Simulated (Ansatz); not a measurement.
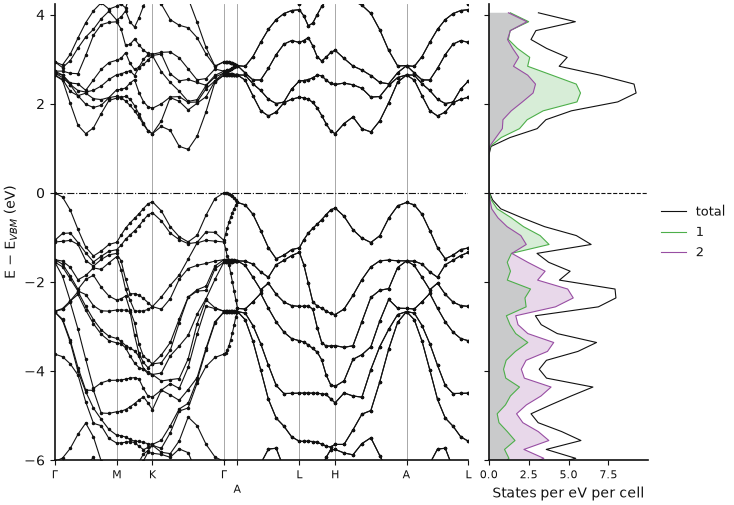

Band structure and density of states. Energies are counted from the top of the valence band. The path runs straight from each named point to the next. The partial curves are projected on Löwdin-orthogonalised atomic shells.

Calculation on WSe₂, space group P6_3/mmc (No. 194), 6 atoms in the cell.

Computed with Ansatz: DFT, PBE, PAW with Ansatz's default frozen-core files, scalar-relativistic, no spin polarisation, 10×10×3 k mesh, 420 eV cutoff, Fermi-Dirac smearing of 0.08 eV.

Assign each number in the legend. The candidates: Se 4p, W 5d.

Answer. 1 is W 5d; 2 is Se 4p.

Is there a gap? Give its size, its kind and where the band edges lie.

Answer. The bands leave a gap. The gap along this path is 0.97 eV and indirect, from the valence-band top at Γ to the conduction-band bottom between K and Γ; the smallest direct gap is 1.53 eV, at K.

Spin-orbit coupling is left out, which matters for W.
